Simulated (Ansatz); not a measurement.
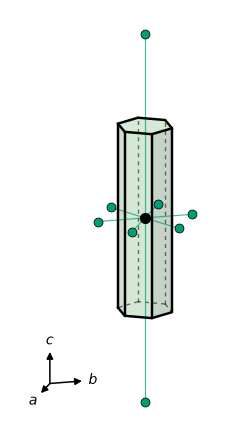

For MoSe2, the input geometry of an electronic-structure calculation (not necessarily at equilibrium): the Wigner–Seitz cell of the crystal's lattice, with lines to the lattice points that define its faces. All values are computed from the atomic coordinates in the standard setting (tolerance 0.002 Å).

a = 3.305 Å, b = 3.305 Å, c = 13.094 Å, α = 90.00°, β = 90.00°, γ = 120.00°; space group No. 194, P6₃/mmc.

What is the cell's combinatorial type?

Answer. A hexagonal prism: 8 faces (6 with 4 edges, 2 with 6 edges), 18 edges, 12 vertices. Its volume is that of the primitive cell, 123.9 Å³.

Which lattice vectors do the faces bisect?

Answer.
```
example  length (Å)  faces  edges of each  area (Å²)
  a + b        3.31      6              4       25.0
      c       13.09      2              6        9.5
```
